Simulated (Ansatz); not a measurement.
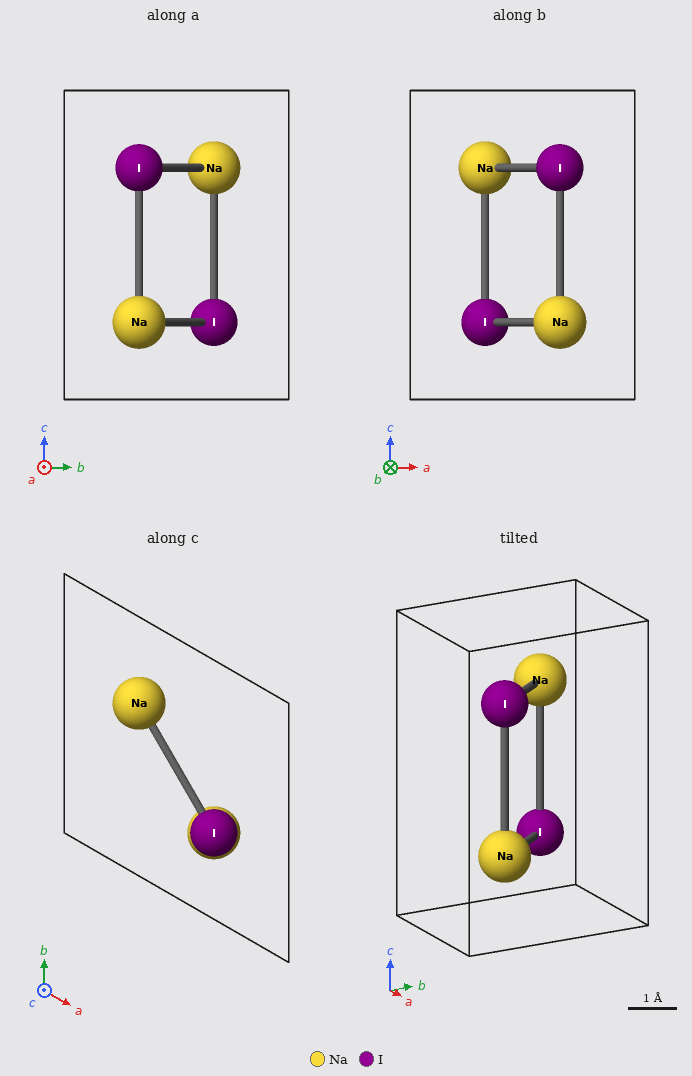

Ball-and-stick representation of a periodic structure, projected along the a axis, along the b axis, along the c axis and slightly off an axis. Thin lines show the conventional unit cell, with boundary atoms drawn in all their periodic places.

Lattice parameters: a = 5.416 Å, b = 5.416 Å, c = 6.459 Å, α = 90.00°, β = 90.00°, γ = 120.00°. Put a along x and b in the xy plane.

Set out the cell and atoms as a POSCAR file.

Answer.
```
Na I
1.0
     5.416    0.000    0.000
    -2.708    4.691    0.000
     0.000    0.000    6.459
Na I
2 2
Direct
  0.3333 0.6667 0.7500
  0.6667 0.3333 0.2500
  0.3333 0.6667 0.2500
  0.6667 0.3333 0.7500
```

Origin of the cell: a structure type filled with these elements by a generator (whether the compound takes this form wasn't checked). Earlier steps of the study may have refined or changed the cell and positions. It was the input of a calculation with Ansatz.
